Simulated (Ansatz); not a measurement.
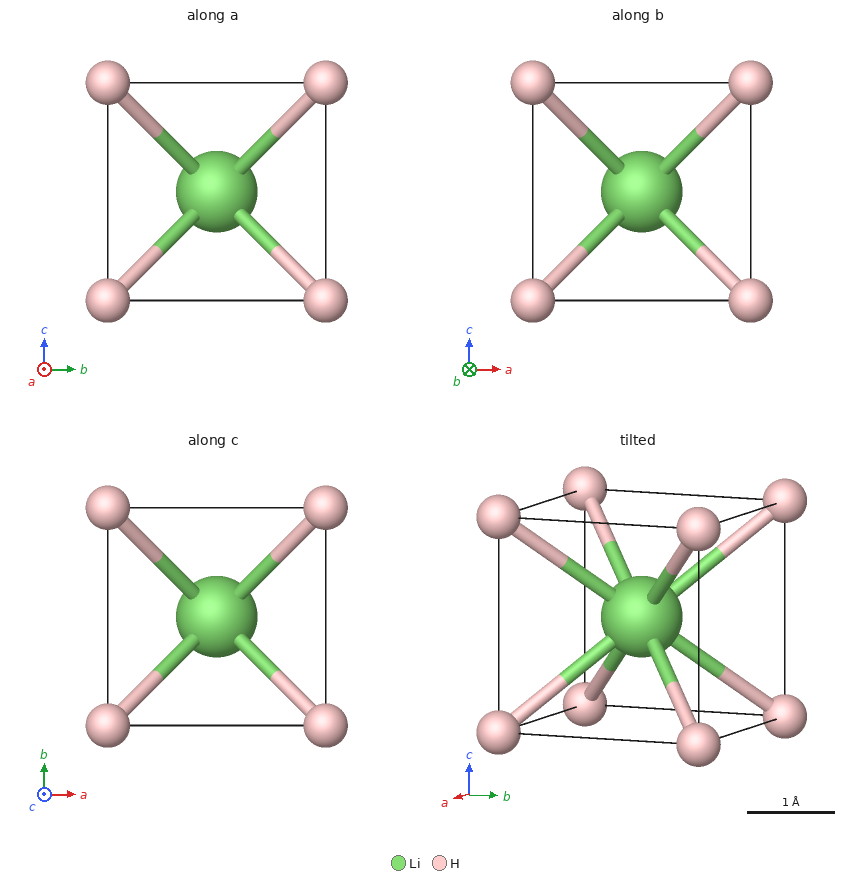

Structure drawing (ball-and-stick), viewed along the a axis, along the b axis, along the c axis and slightly off an axis. The edges of the conventional unit cell are marked.

Lattice parameters: a = 2.5070 Å, b = 2.5070 Å, c = 2.5070 Å, α = 90.000°, β = 90.000°, γ = 90.000°.

Q: Record the structure as a CIF with its space group and independent sites.

A:
```cif
data_structure
_symmetry_space_group_name_H-M 'P m -3 m'
_symmetry_Int_Tables_number 221
_cell_length_a 2.5070
_cell_length_b 2.5070
_cell_length_c 2.5070
_cell_angle_alpha 90.000
_cell_angle_beta 90.000
_cell_angle_gamma 90.000
_cell_volume 15.76
loop_
_atom_site_label
_atom_site_type_symbol
_atom_site_symmetry_multiplicity
_atom_site_Wyckoff_symbol
_atom_site_fract_x
_atom_site_fract_y
_atom_site_fract_z
_atom_site_occupancy
Li1 Li 1 b 0.5000 0.5000 0.5000 1
H1 H 1 a 0.0000 0.0000 0.0000 1
```

The model was built from a structure type filled with these elements by a generator (whether the compound takes this form wasn't checked). Earlier steps of the study may have refined or changed the cell and positions. An electronic-structure calculation with Ansatz was run on it.
